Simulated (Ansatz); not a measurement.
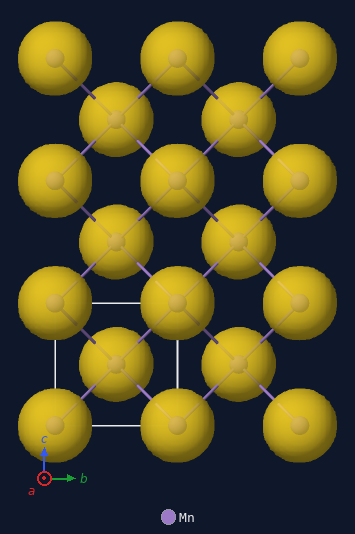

The picture shows: Mn. Isosurface of the valence electron density at 0.5 e/Å³ (yellow), seen along the a axis. Sticks mark near contacts.

Space group Im-3m; computed pressure about −16 GPa in this cell; spin-polarised.

These are results of Ansatz 0.2.0, DFT, PBE, PAW with Ansatz's default frozen-core files, scalar-relativistic, not measurements.

In a PAW calculation such maps are meaningful between the atoms, not at the nuclei.

Q: How is the density connected at this value?

A: At this value the density breaks into separate islands; it holds about 80 % of the electrons treated as valence (semicore included). It bridges none of the near contacts. It is pinched off along the shortest Mn–Mn (2.67 Å) contacts. On the grid the lowest density along these lines, outside the cores, is 0.25 e/Å³ (Mn–Mn, 2.67 Å).

Q: Does the calculation make it a metal, or give it a gap?

A: It is gapless in this calculation (a metal or semimetal).
